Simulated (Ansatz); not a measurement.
Cell and atoms:

```xyz
2
Lattice="2.7797 0.0000 0.0000 -1.3898 2.4072 0.0000 0.0000 0.0000 4.6301" Properties=species:S:1:pos:R:3 pbc="T T T"
Al    1.3898    0.8024    3.4726
Al    0.0000    1.6048    1.1575
```

### Interpret the file: composition, symmetry and coordination.

The element is aluminium. It is primitive hexagonal, space group P6_3/mmc (No. 194). Type of structure: hexagonal close-packed (Mg type). The cell holds two atoms. The Al atoms are each bonded to twelve Al in an anticuboctahedral arrangement at 2.78 to 2.82 Å. The bonds build a three-dimensional framework.

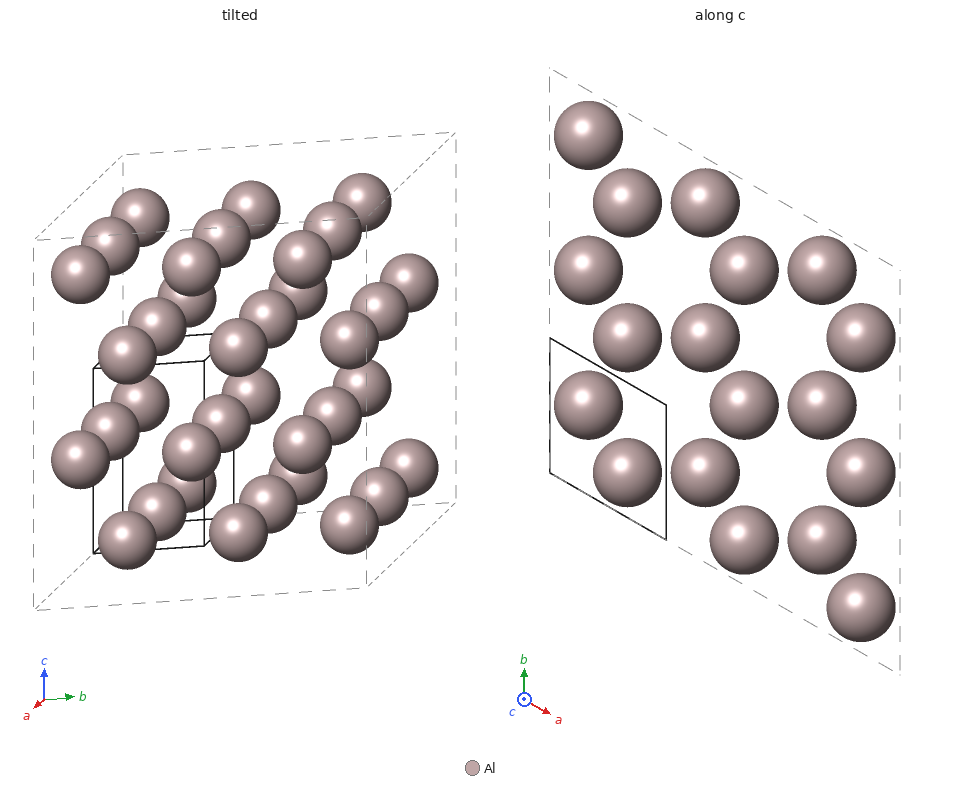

The figure gives a spheres-only picture of the atoms, viewed slightly off an axis and along the c axis. 3×3×2 cells are drawn; the solid outline is the conventional unit cell. Colours: aluminium light grey.

The cell started as a structure listed in the Materials Project. It was relaxed with DFT PBEsol+D3(BJ), scalar-relativistic, plane waves, PAW in Ansatz under a constraint or pressure on the cell, so some stress remains.
